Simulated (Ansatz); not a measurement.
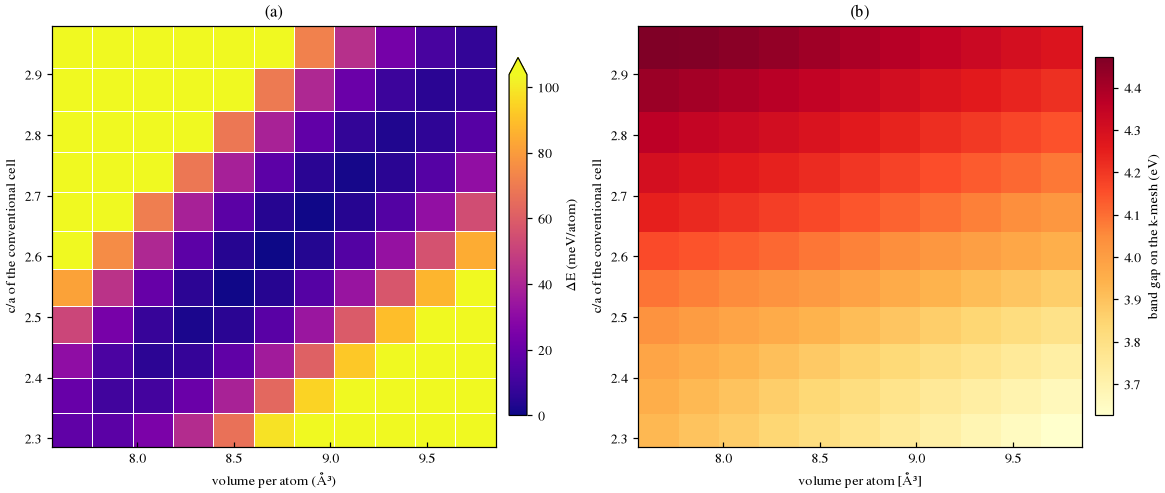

BN (P6_3/mmc, No. 194; 4 atoms in the cell). The energy is mapped over volume and the cell's shape. The first coordinate is: volume per atom; the second: c/a of the conventional cell. Nothing is relaxed (symmetry fixes all fractional coordinates). The grid has 11 × 11 points. Points are written as (first, second). Energies are in meV/atom, from the lowest grid point. These are results of DFT LDA, scalar-relativistic, plane waves, PAW in Ansatz 0.2.0, not measurements. Settings: cutoff 520 eV, k-mesh 12×12×4 in the order of the run's cell vectors, gaussian smearing 0.05 eV, no spin polarisation.

Panel (a) is the energy; panel (b) is the computed band gap on the k-mesh, in eV.

The picture shows one coloured cell a grid point, one colour for all values above the top of the scale.

How does the band gap on the k-mesh vary over the map, and what is it at the lowest grid point?

It runs from 3.63 eV at (9.752 Å³, 2.314) to 4.47 eV at (7.663 Å³, 2.945). At the lowest grid point, (8.707 Å³, 2.610), it is 4.07 eV.

PAW datasets: the set soft_1.
